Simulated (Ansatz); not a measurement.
# Anchor groups on (GeH2)5 between Au (111), adatom

How much does the anchor group change the conductance?

How it was computed: Ansatz 0.2.0, plane waves with PAW datasets, PBE, no spin-orbit coupling. The bridge and the tips are relaxed, the rest of the electrodes held; T(E) comes from matching to semi-infinite leads, and G is the program's own average at 300 K. Faces are 3×3 cells of 47 to 74 metal atoms in all. The error column is the largest term of the program's estimate.

Results:

| ends | G (G₀) | error term of G (%) |
| --- | --- | --- |
| isocyanide ends | 2.9e-4 | 71 |
| nitrile ends | 0.0017 | 98 |
| methyl sulfide ends | 0.0091 | 41 |
| amine ends | 0.011 | 61 |
| bound directly to the metal | 0.26 | 75 |

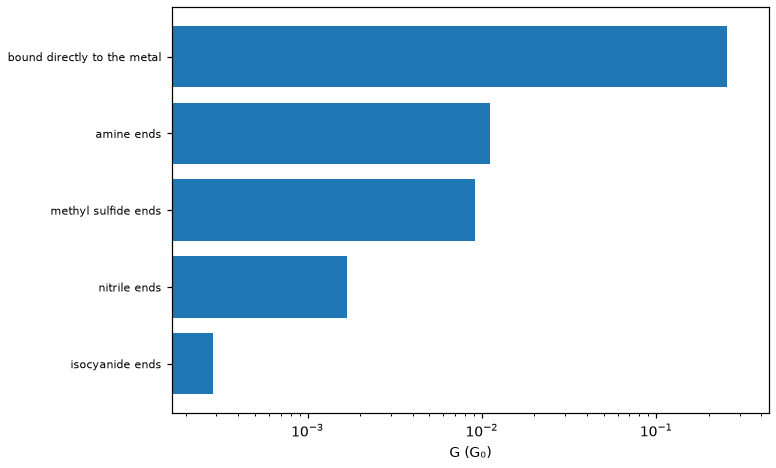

Conductance, on a logarithmic axis.

What this shows: The conductance runs from 2.9e-4 G₀ (isocyanide ends) to 0.26 G₀ (bound directly to the metal), 2.9 decades.

**Limits.** One built geometry a row, whose anchor torsions and contact lengths can move G severalfold; rows with an error term over 50 % are rough, and junctions over 400 %, saturated chains with a gauche kink, phenylene ethynylenes twisted by over 30°, acetylide ends, chain electrodes and runs without the program's own G are left out. Semilocal functionals put frontier levels too near the Fermi level, so values are too high as a rule, most of all where a resonance reaches the Fermi level. No row is spin-polarised. Runs on some systems are kept out of this data set and are not in the table, so it may lack members of the series.
